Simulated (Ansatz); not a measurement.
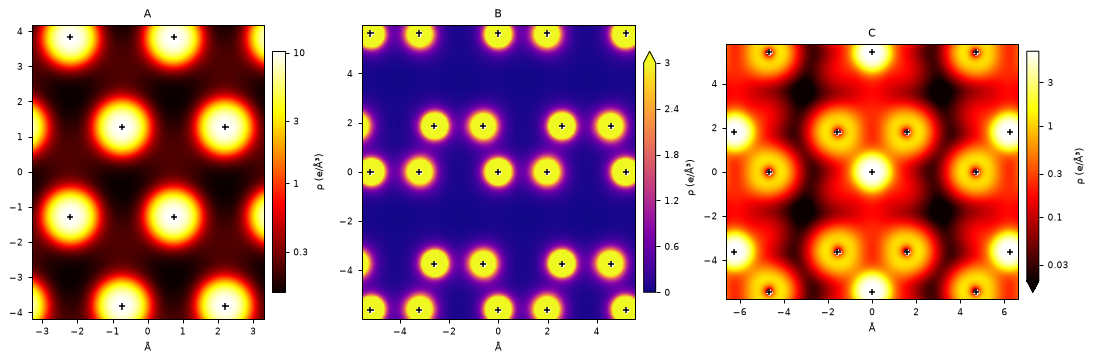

The valence charge density (pseudo) of 3 systems, each on a plane through atoms (crosses mark nuclei in the plane).

Level of theory: Ansatz, DFT, PBE, plane-wave PAW, default files, scalar-relativistic.

System 1: MoS2, the (110) plane of the conventional cell. Space group P6₃/mmc; computed pressure about 4 GPa in this cell; the program warned that a starting moment wasn't kept; spin-polarised, but the moments vanished.

```
Mo S
1.0
     3.14000    0.00000    0.00000
    -1.57000    2.71932    0.00000
     0.00000    0.00000   12.53000
Mo S
2 4
Direct
  0.33333 0.66667 0.25000
  0.66667 0.33333 0.75000
  0.33333 0.66667 0.62446
  0.66667 0.33333 0.12446
  0.33333 0.66667 0.87554
  0.66667 0.33333 0.37554
```

System 2: Ti, the (001) plane of the conventional cell. Space group P6₃/mmc; computed without spin polarisation.

System 3: ZnO, the (110) plane of the conventional cell. Space group P6₃mc; computed pressure about 5 GPa in this cell.

Which map belongs to which system?

Answer. Panel A is system 2, Ti: the plane holds Ti. Ti–Ti (2.95 Å): the density is about 0.19 e/Å³ at the midpoint. Panel B is system 3, ZnO: the plane holds Zn and O. Zn–O (1.97 Å): ρ at the midpoint is about 0.6 e/Å³. Panel C is system 1, MoS2: the plane holds Mo and S. Mo–S (2.40 Å): ρ at the midpoint is about 0.61 e/Å³.
